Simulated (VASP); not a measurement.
AlN: geometry relaxation (part 1 of 2)

The run: geometry relaxation of AlN (P6₃mc, 4 atoms in the cell). Method and program: Kohn-Sham DFT of a periodic cell, PBEsol, VASP PAW PBE potentials, recommended, no spin polarisation (VASP 6.6.1).

The structure derives from an entry of the Crystallography Open Database.

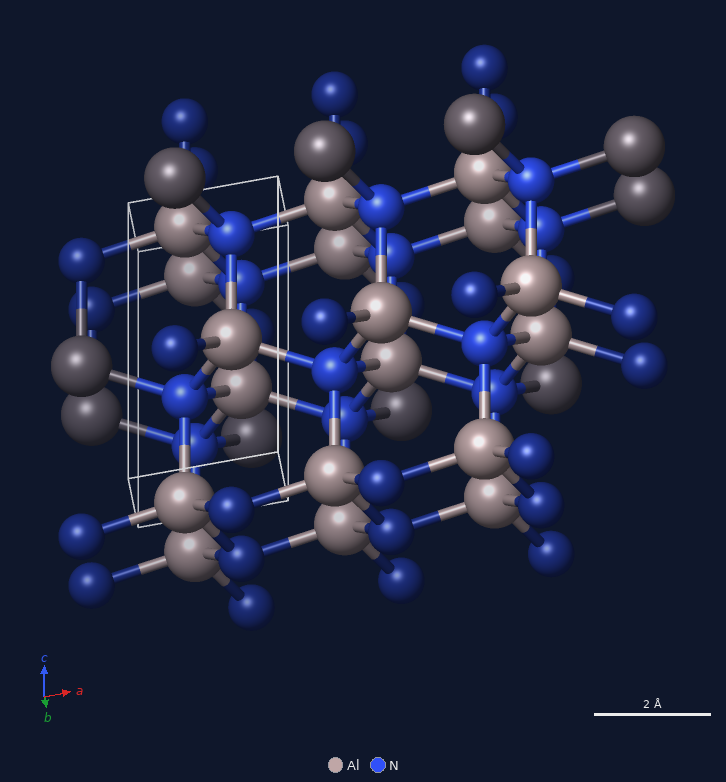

The starting structure (ball-and-stick view of the cell of the calculation, repeated 3 × 2 × 1, seen at an oblique angle; neighbours outside the cell are drawn fainter).

INCAR
```
PREC     = Accurate       # precision mode
ENCUT    = 600            # plane-wave cutoff, eV
EDIFF    = 1E-7           # SCF threshold, eV
ISMEAR   = 0              # smearing method
SIGMA    = 0.03           # smearing width, eV
LREAL    = False          # projectors in reciprocal space
LASPH    = True           # aspherical terms in the spheres
NELM     = 80             # most SCF steps
ALGO     = Normal         # electronic algorithm
ISIF     = 3              # what is computed and relaxed
LWAVE    = False          # write WAVECAR
LCHARG   = False          # write CHGCAR
GGA      = PS             # functional
IBRION   = 2              # ionic algorithm
NSW      = 90             # ionic steps
EDIFFG   = -0.005         # ionic threshold
```

KPOINTS
```
Automatic mesh
0
Gamma
  12 12 6
```

POSCAR
```
AlN                                     
1.0
    3.1127044168      0.0000000000     -0.0000000000
   -1.5563522084      2.6956810995      0.0000000000
   -0.0000000000     -0.0000000000      4.9808959601
  Al              N             
     2     2
Direct
     0.3333333332999970    0.6666666667000030    0.9989884320168427
     0.6666666667000030    0.3333333332999970    0.4989884320168428
     0.3333333332999970    0.6666666667000030    0.3810115679831598
     0.6666666667000030    0.3333333332999970    0.8810115679831598
```

Command:
```bash
cat potpaw_PBE.64/Al/POTCAR potpaw_PBE.64/N/POTCAR > POTCAR
mpirun -np 1 vasp_std > vasp.out
```

OSZICAR
```
N       E                     dE             d eps       ncg     rms          rms(c)
DAV:   1     0.570491894735E+02    0.57049E+02   -0.82475E+03  1824   0.133E+03
DAV:   2    -0.311647218924E+02   -0.88214E+02   -0.80549E+02  2664   0.249E+02
DAV:   3    -0.357249907104E+02   -0.45603E+01   -0.45381E+01  2380   0.616E+01
DAV:   4    -0.357661800123E+02   -0.41189E-01   -0.41174E-01  2136   0.652E+00
DAV:   5    -0.357667532460E+02   -0.57323E-03   -0.57321E-03  2300   0.771E-01    0.117E+01
DAV:   6    -0.313756282314E+02    0.43911E+01   -0.15396E+01  2236   0.312E+01    0.421E+00
DAV:   7    -0.313516444404E+02    0.23984E-01   -0.58985E-01  2020   0.643E+00    0.282E+00
DAV:   8    -0.313198108856E+02    0.31834E-01   -0.77217E-02  2144   0.306E+00    0.459E-01
DAV:   9    -0.313154626772E+02    0.43482E-02   -0.16664E-02  2328   0.988E-01    0.238E-01
DAV:  10    -0.313157620440E+02   -0.29937E-03   -0.13535E-03  2168   0.304E-01    0.148E-01
DAV:  11    -0.313156864853E+02    0.75559E-04   -0.19841E-04  2132   0.117E-01    0.303E-02
DAV:  12    -0.313156864078E+02    0.77500E-07   -0.38725E-06  2160   0.227E-02    0.586E-03
DAV:  13    -0.313156858814E+02    0.52641E-06   -0.49483E-06  2216   0.181E-02    0.392E-03
DAV:  14    -0.313156859134E+02   -0.32031E-07   -0.18664E-07  1296   0.391E-03
   1 F= -.31315686E+02 E0= -.31315686E+02  d E =-.313157E+02
       N       E                     dE             d eps       ncg     rms          rms(c)
DAV:   1    -0.313157255639E+02   -0.39683E-04   -0.85889E-04  2060   0.283E-01    0.419E-02
DAV:   2    -0.313156868174E+02    0.38747E-04   -0.12550E-04  2164   0.908E-02    0.102E-02
DAV:   3    -0.313156860035E+02    0.81387E-06   -0.61315E-06  2168   0.238E-02    0.377E-03
DAV:   4    -0.313156855761E+02    0.42745E-06   -0.28464E-07  1996   0.486E-03    0.191E-03
DAV:   5    -0.313156853677E+02    0.20841E-06   -0.56266E-08   972   0.233E-03    0.599E-04
DAV:   6    -0.313156853387E+02    0.28938E-07   -0.67339E-09   924   0.904E-04
   2 F= -.31315685E+02 E0= -.31315685E+02  d E =0.574665E-06
       N       E                     dE             d eps       ncg     rms          rms(c)
DAV:   1    -0.313157018029E+02   -0.16435E-04   -0.23943E-04  2060   0.150E-01    0.220E-02
DAV:   2    -0.313156913341E+02    0.10469E-04   -0.34736E-05  2156   0.478E-02    0.536E-03
DAV:   3    -0.313156913249E+02    0.92273E-08   -0.16962E-06  2164   0.125E-02    0.200E-03
DAV:   4    -0.313156913403E+02   -0.15446E-07   -0.70912E-08  1076   0.255E-03
   3 F= -.31315691E+02 E0= -.31315691E+02  d E =-.542692E-05
```

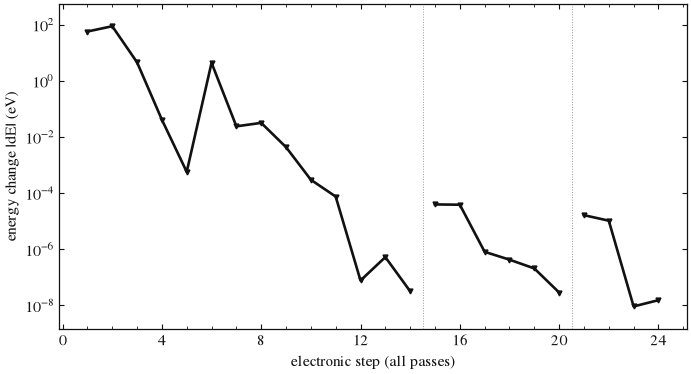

Convergence of the self-consistent field: energy change |dE| against the electronic step. Each stretch between dotted lines is the SCF of one geometry step of a relaxation. The 3 ionic steps take 4 to 14 electronic steps each. The density is held fixed in the first few steps, and dE rises again when its update begins.

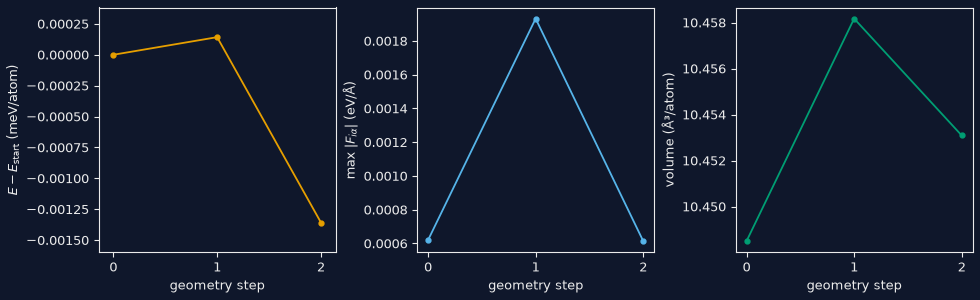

Progress of the relaxation, step by step (steps are counted from 0). The atoms keep their places (all moves are under 0.005 Å). The cell doesn't change. The space group stays P6_3mc (No. 186). The energy falls by next to nothing (0.0 meV per atom) in 2 geometry steps. Largest force component: 0.00062 eV/Å at the start, 0.00061 eV/Å at the end. (Atoms are counted from 1 in the order of the input.)

Parts of OUTCAR
```
PREC = Accurate
   ENCUT = 600
   EDIFF = 1E-7
   ISMEAR = 0
   LREAL = False
   LASPH = True
   NELM = 80
   ISIF = 3
   GGA = PS
   IBRION = 2
   NSW = 90
   EDIFFG = -0.005

 ion  position               nearest neighbor table
   1  0.333  0.667  0.999-   4 1.89   4 1.89   4 1.89   3 1.90   2 3.07   2 3.07   2 3.07   2 3.07
                             2 3.07   2 3.07
   2  0.667  0.333  0.499-   3 1.89   3 1.89   3 1.89   4 1.90   1 3.07   1 3.07   1 3.07   1 3.07
                             1 3.07   1 3.07
   3  0.333  0.667  0.381-   2 1.89   2 1.89   2 1.89   1 1.90
   4  0.667  0.333  0.881-   1 1.89   1 1.89   1 1.89   2 1.90

  LATTYP: Found a hexagonal cell.
 ALAT       =     3.1127044168
 C/A-ratio  =     1.6001827649

  Lattice vectors:

 A1 = (   3.1127044168,   0.0000000000,   0.0000000000)
 A2 = (  -1.5563522084,   2.6956810995,   0.0000000000)
 A3 = (   0.0000000000,   0.0000000000,   4.9808959601)

Analysis of symmetry for initial positions (statically):
=====================================================================
 Subroutine PRICEL returns:
 Original cell was already a primitive cell.

 Routine SETGRP: Setting up the symmetry group for a
 hexagonal supercell.

 Subroutine GETGRP returns: Found 12 space group operations
 (whereof  6 operations were pure point group operations)
 out of a pool of 24 trial point group operations.

The static configuration has the point symmetry C_3v.
 The point group associated with its full space group is C_6v.

Analysis of symmetry for dynamics (positions and initial velocities):
=====================================================================
 Subroutine PRICEL returns:
 Original cell was already a primitive cell.

 Routine SETGRP: Setting up the symmetry group for a
 hexagonal supercell.

 Subroutine GETGRP returns: Found 12 space group operations
 (whereof  6 operations were pure point group operations)
 out of a pool of 24 trial point group operations.

The dynamic configuration has the point symmetry C_3v.
 The point group associated with its full space group is C_6v.

 Subroutine INISYM returns: Found 12 space group operations
 (whereof  6 operations are pure point group operations),
 and found     1 'primitive' translations

----------------------------------------------------------------------------------------

                                     Primitive cell

  volume of cell :      41.7940

  direct lattice vectors                    reciprocal lattice vectors
     3.112704417  0.000000000  0.000000000     0.321264041  0.185481881  0.000000000
    -1.556352208  2.695681099  0.000000000     0.000000000  0.370963761  0.000000000
     0.000000000  0.000000000  4.980895960     0.000000000  0.000000000  0.200767093

  length of vectors
     3.112704417  3.112704417  4.980895960     0.370963761  0.370963761  0.200767093

  position of ions in fractional coordinates (direct lattice)
     0.333333333  0.666666667  0.998988432
     0.666666667  0.333333333  0.498988432
     0.333333333  0.666666667  0.381011568
     0.666666667  0.333333333  0.881011568

  ion indices of the primitive-cell ions
   primitive index   ion index
                 1           1
                 2           2
                 3           3
                 4           4

----------------------------------------------------------------------------------------

 KPOINTS: Automatic mesh

Automatic generation of k-mesh.
 Grid dimensions read from file:
 generate k-points for:   12   12    6

 Generating k-lattice:

  Cartesian coordinates                     Fractional coordinates (reciprocal lattice)
     0.026772003  0.015456823  0.000000000     0.083333333  0.000000000  0.000000000
     0.000000000  0.030913647  0.000000000     0.000000000  0.083333333  0.000000000
     0.000000000  0.000000000  0.033461182     0.000000000  0.000000000  0.166666667

  Length of vectors
     0.030913647  0.030913647  0.033461182

  Shift w.r.t. Gamma in fractional coordinates (k-lattice)
     0.000000000  0.000000000  0.000000000

 Subroutine IBZKPT returns following result:
 ===========================================

 Found     76 irreducible k-points:

 Following reciprocal coordinates:
            Coordinates               Weight
  0.000000  0.000000  0.000000      1.000000
  0.083333 -0.000000  0.000000      6.000000
  0.166667 -0.000000  0.000000      6.000000
  0.250000  0.000000  0.000000      6.000000
  0.333333 -0.000000  0.000000      6.000000
  0.416667 -0.000000  0.000000      6.000000
  0.500000  0.000000  0.000000      3.000000
  0.083333  0.083333  0.000000      6.000000
  0.166667  0.083333  0.000000     12.000000
  0.250000  0.083333  0.000000     12.000000
  0.333333  0.083333  0.000000     12.000000
  0.416667  0.083333  0.000000     12.000000
  0.166667  0.166667  0.000000      6.000000
  0.250000  0.166667  0.000000     12.000000
  0.333333  0.166667  0.000000     12.000000
  0.416667  0.166667  0.000000      6.000000
  0.250000  0.250000  0.000000      6.000000
  0.333333  0.250000  0.000000     12.000000
  0.333333  0.333333  0.000000      2.000000
  0.000000  0.000000  0.166667      2.000000
  0.083333 -0.000000  0.166667     12.000000
  0.166667 -0.000000  0.166667     12.000000
  0.250000  0.000000  0.166667     12.000000
  0.333333 -0.000000  0.166667     12.000000
 [... further k-points ...]
   k-points           NKPTS =     76   k-points in BZ     NKDIM =     76   number of bands    NBANDS=     12
   number of dos      NEDOS =    301   number of ions     NIONS =      4
   total plane-waves  NPLWV =  31360
   dimension x,y,z NGX =    28 NGY =   28 NGZ =   40
   dimension x,y,z NGXF=    56 NGYF=   56 NGZF=   80
   ions per type =               2   2
   NGX,Y,Z   is equivalent  to a cutoff of  14.95, 14.95, 13.35 a.u.
   NGXF,Y,Z  is equivalent  to a cutoff of  29.91, 29.91, 26.70 a.u.
 SYSTEM =  unknown system
   PREC   = accura    normal or accurate (medium, high low for compatibility)
   ISTART =      0    job   : 0-new  1-cont  2-samecut
   ICHARG =      2    charge: 1-file 2-atom 10-const
   ISPIN  =      1    spin polarized calculation?
   LNONCOLLINEAR =      F non collinear calculations
   LSORBIT =      F    spin-orbit coupling
   LASPH  =      T    aspherical Exc in radial PAW
   ENCUT  =  600.0 eV  44.10 Ry    6.64 a.u.   6.22  6.22  9.95*2*pi/ulx,y,z
   NELM   =     80;   NELMIN=  2; NELMDL= -5     # of ELM steps
   EDIFF  = 0.1E-06   stopping-criterion for ELM
   LREAL  =      F    real-space projection
   EDIFFG = -.5E-02   stopping-criterion for IOM
   NSW    =     90    number of steps for IOM
   IBRION =      2    ionic relax: 0-MD 1-quasi-New 2-CG
   NFREE  =      1    steps in history (QN), initial steepest desc. (CG)
   ISIF   =      3    stress and relaxation
   ISYM   =      2    0-nonsym 1-usesym 2-fastsym
   POTIM  = 0.5000    time-step for ionic-motion
   TEBEG  =    0.0;   TEEND  =   0.0 temperature during run
   PSTRESS=    0.0 pullay stress
   NELECT =      16.0000    total number of electrons
   NUPDOWN=      -1.0000    fix difference up-down
   EMIN   =  10.00;   EMAX   =-10.00  energy-range for DOS
   EFERMI =   0.00;   METHOD = LEGACY
   ISMEAR =     0;   SIGMA  =   0.03  broadening in eV -4-tet -1-fermi 0-gaus
   EFERMI_NEDOS =   21; number of points for ismear=-14 and -15
   IALGO  =     38    algorithm
   IMIX   =      4    mixing-type and parameters
     AMIX     =   0.40;   BMIX     =  1.00
     AMIX_MAG =   1.60;   BMIX_MAG =  1.00
  volume/ion in A,a.u.               =      10.45        70.51
  Fermi-wavevector in a.u.,A,eV,Ry     =   1.188713  2.246341 19.225545  1.413038
  Thomas-Fermi vector in A             =   2.324836
   LORBIT       =      0    0 simple, 1 ext, 2 COOP (PROOUT), +10 PAW based schemes
   GGA     = PS    functional components
   LHFCALC =     F    Hartree Fock is set to
   AEXX    =    0.0000 exact exchange contribution
   IVDW    =     0    specifies the selected vdW correction
   LEPSILON=     F    determine dielectric tensor
   LRPA    =     F    only Hartree local field effects (RPA)
 conjugate gradient relaxation of ions
 non-spin polarized calculation
 Gauss-broadening in eV      SIGMA  =   0.03
  energy-cutoff  :      600.00
```
